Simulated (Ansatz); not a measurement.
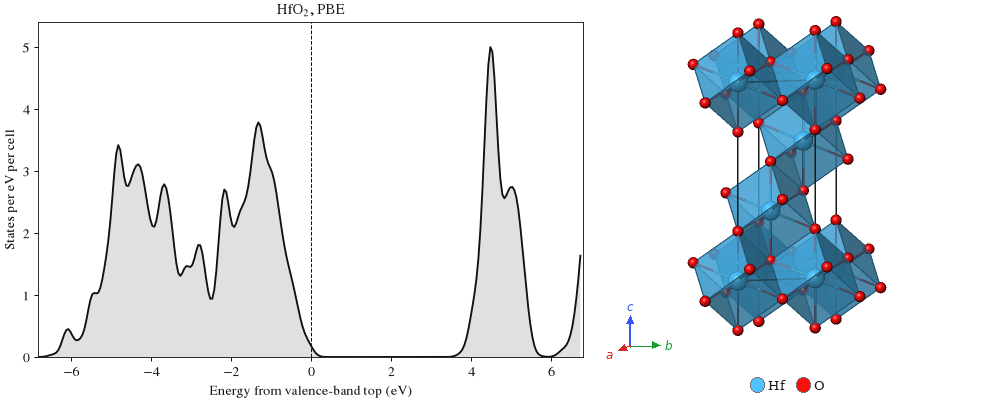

Density of states, beside the structure. Energies are counted from the top of the valence band. The curve is built from the levels of the k mesh with Gaussians 0.3 eV wide, which also blur the band edges.

Input of the run:

```
crystal:
  lattice:
    - [0.0330479823, 2.5622303017, 2.5622303017]
    - [2.5622303017, 0.0330479823, 2.5622303017]
    - [2.5622303017, 2.5622303017, 0.0330479823]
  atoms:
    - { symbol: Hf, position: [0.0, 0.0, 0.0] }
    - { symbol: O, position: [0.2492335082, 0.2492335082, 0.2492335082] }
    - { symbol: O, position: [0.7507664918, 0.7507664918, 0.7507664918] }
kpoints:
  mp_grid: { grid: [8, 8, 8] }
  band_path:
    path:
      - [0.0, 0.0, 0.0]
      - [0.5, 0.0, 0.5]
      - [0.625, 0.25, 0.625]
      - [0.375, 0.375, 0.75]
      - [0.5, 0.5, 0.5]
      - [0.5, 0.25, 0.75]
      - [0.0, 0.5, 0.5]
    npoints: 1
hamiltonian:
  xc: pbe
scf:
  occupations: { method: fermi_dirac, width: 0.02 }
  n_extra_bands: 4
output:
  forces: true
  stress: true
  eigenvalues: true
```

Command:
```bash
ansatz run input.yaml --threads 4 --pin off --max-ram 3686MiB --backend cpu --events-out ev --progress --plain --runs-dir out
```

Is there a gap at the Fermi level, and how wide?

There is a gap; over the k points computed it is 3.76 eV (direct among those points).

How wide is the upper valence band?

The upper group of valence states starts about 6.1 eV under the valence-band top, with a gap beneath it; it holds about 12 electrons a cell.

Spin-orbit coupling is left out, which matters for Hf.
